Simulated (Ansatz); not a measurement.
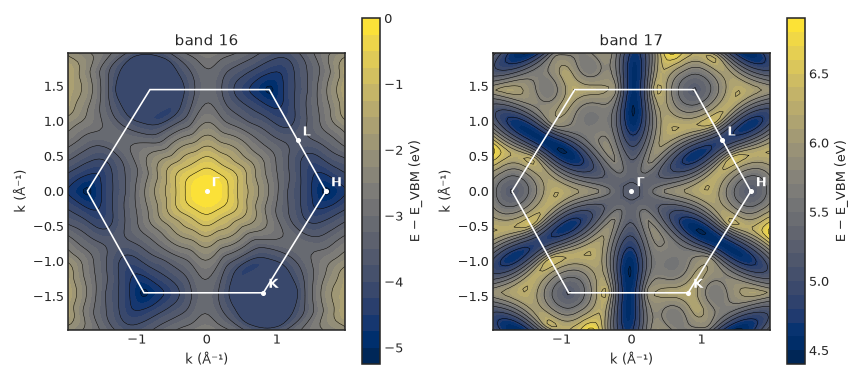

Two bands of C in space group P6_3/mmc over the plane through Γ, H and L: the highest mostly filled and the lowest mostly empty one.

These are results of DFT PBE, scalar-relativistic, plane waves, PAW; levels and slopes on a dense k mesh at the converged density in Ansatz, not measurements. No spin polarisation. k mesh for the levels: 42×42×12. Cell and positions as given, without relaxation (largest force 0.3 eV/Å).

Question: Give both levels and their distance at the named points.

Answer:
```
point  lower band (eV)  upper band (eV)  distance (eV)
    Γ             0.00             5.19           5.19
    K            −4.03             6.28          10.32
    H            −5.10             5.24          10.34
    L            −3.66             4.83           8.49
```

Question: Where are the band edges of the whole zone?

Answer: The valence band has one maximum at Γ, two bands meeting there, with masses of 0.28 and 0.78 mₑ along x, 0.28 and 0.78 mₑ along y and 0.67 mₑ along z; the conduction band has six equivalent minima on the Γ–M line, principal masses 0.20, 1.57 and 1.95 mₑ. The gap is indirect, 4.42 eV at this level of theory (semilocal functionals give gaps that are too small, and can reorder valleys that lie close).

Spin-orbit coupling, left out here, can split bands that meet at an edge and change their masses.
